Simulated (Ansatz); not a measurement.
The calculation's input:

```
crystal:
  lattice:
    - [4.0266103962, 0.0, 0.0]
    - [-2.0133051981, 3.4871468942, 0.0]
    - [0.0, 0.0, 28.270710502]
  atoms:
    - { symbol: Se, position: [0.0, 0.0, 0.1591753415] }
    - { symbol: In, position: [0.6666666667, 0.3333333333, 0.204997989] }
    - { symbol: In, position: [0.6666666667, 0.3333333333, 0.3038451602] }
    - { symbol: Se, position: [0.0, 0.0, 0.349667733] }
    - { symbol: Se, position: [0.0, 0.0, 0.4596755801] }
    - { symbol: In, position: [-0.6666666667, -0.3333333333, 0.5054982276] }
    - { symbol: In, position: [-0.6666666667, -0.3333333333, 0.6043453988] }
    - { symbol: Se, position: [0.0, 0.0, 0.6501679716] }
basis:
  ecutwfc: 420
kpoints:
  mp_grid: { grid: [9, 9, 1] }
hamiltonian:
  xc: pbe
  pseudopotentials: { kind: paw, azcp: { folder: soft_1 } }
  dispersion: d3bj
scf:
  occupations: { method: gaussian, width: 0.05 }
output:
  forces: true
  eigenvalues: true
  write_density: true
  write_potential: true
  elf: true
  volumetric_format: npy
efield:
  axis: 3
  dipole_correction: true
  ramp_width: 0.04
```

Run with:

```sh
ansatz run input.yaml --threads 1 --pin off --max-ram 3072MiB --backend cpu --events-out ev --progress --plain --runs-dir out
```

Not relaxed (largest force 0.4 eV/Å); PAW files of the earlier set (soft_1).

These are results of DFT PBE+D3(BJ), scalar-relativistic, plane waves, PAW in Ansatz 0.2.0, not measurements.

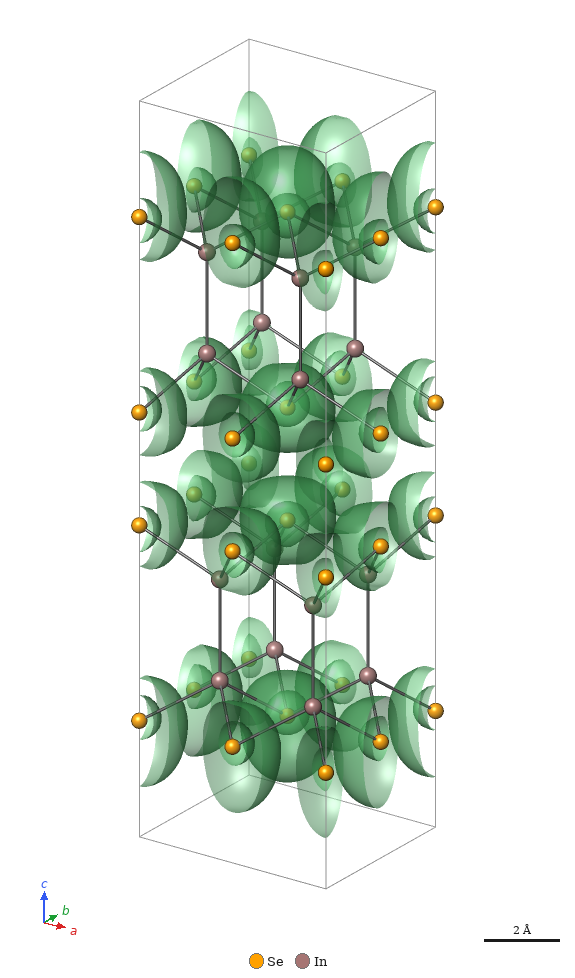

InSe (slab). Isosurface of the electron localisation function at 0.65 (green), seen slightly off an axis. Core shells and regions of very low density are left out. Sticks mark near contacts.

**What do the ELF domains correspond to?**

The surface consists of four regions wrapped around Se (the valence shell of each), counted in one cell of 8 atoms. Counts are for one cell; the picture repeats the cell along the surface.

Values along the shortest contacts:
In–Se (2.66 Å): the ELF is about 0.50 at the midpoint. In–In (2.79 Å): the ELF reaches about 0.55 near the midpoint.

**Does the calculation give a band gap?**

It is gapped, with a Kohn–Sham gap of 0.86 eV on the k-point mesh (the band edges may lie off the mesh, which would make the gap smaller).
